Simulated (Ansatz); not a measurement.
**SiO: density, localisation and related maps**

The calculation's input:

```
crystal:
  lattice:
    - [-2.0262312563, 2.6744127267, 3.1998242556]
    - [2.0262312563, -2.6744127267, 3.1998242556]
    - [2.0262312563, 2.6744127267, -3.1998242556]
  atoms:
    - { symbol: Si, position: [0.0994316064, 0.8494316064, 0.25] }
    - { symbol: Si, position: [0.9005683936, 0.1505683936, 0.75] }
    - { symbol: O, position: [0.0, 0.0, 0.0] }
    - { symbol: O, position: [0.5, 0.0, 0.5] }
basis:
  ecutwfc: 420
kpoints:
  mp_grid: { grid: [14, 14, 14] }
hamiltonian:
  xc: pbe
scf:
  occupations: { method: gaussian, width: 0.1 }
output:
  forces: true
  stress: true
  eigenvalues: true
  write_density: true
  write_potential: true
  elf: true
  volumetric_format: npy
relax:
  adjacent_minimum: "off"
  f_tol: 0.01
  max_steps: 80
  cell: { stress_tol: 0.05 }
```

Run with:

```sh
ansatz run input.yaml --threads 1 --pin off --max-ram 2560MiB --backend cpu --events-out ev --progress --plain --runs-dir out
```

Below, planes, directions and counts refer to the conventional cell (a = 4.05 Å, b = 5.35 Å, c = 6.40 Å, α = 90.00°, β = 90.00°, γ = 90.00°).

The fields are those of the relaxed geometry.

Space group Imma; started from the random prototype, which need not be the ambient phase.

Computed with Ansatz 0.2.0, DFT PBE, scalar-relativistic, plane waves, PAW.

Core electrons are frozen (PAW), and the valence fields are smoothed inside the atomic spheres.

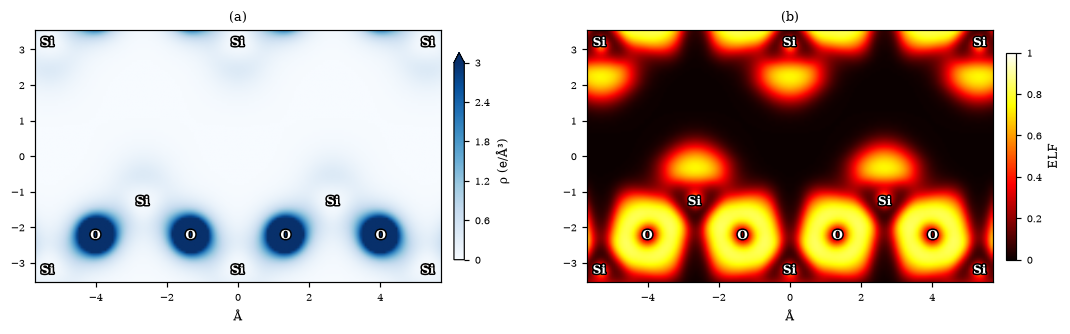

Figure 1. (a) valence charge density (pseudo); (b) electron localisation function on the (100) plane of the conventional cell.

Question: Interpret the plot.

Answer:
- Atoms in the plane: Si and O.
- Si–O (1.65 Å): the density is about 1.1 e/Å³ at the midpoint; the ELF peaks at about 0.85 between the atoms.
- Between the atoms the lowest density in this plane is 0.003 e/Å³.
- The ELF also peaks beside O, away from the bonds: lone-pair regions.

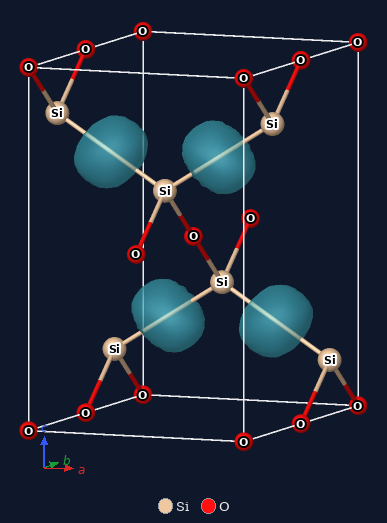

Figure 2. Isosurface of the electron localisation function at 0.9 (cyan), seen slightly off an axis. Core shells and regions of very low density are left out. Sticks mark near contacts.

Question: Where are the electrons localised?

Answer: The surface consists of four regions between bonded Si–Si atoms, counted in one cell of 8 atoms. Any copies at cell faces, edges or corners count once.


 Si–Si (2.39 Å): the ELF peaks at about 1 between the atoms.

Question: Metal or insulator at this level of theory?

Answer: It is gapless in this calculation (a metal or semimetal).
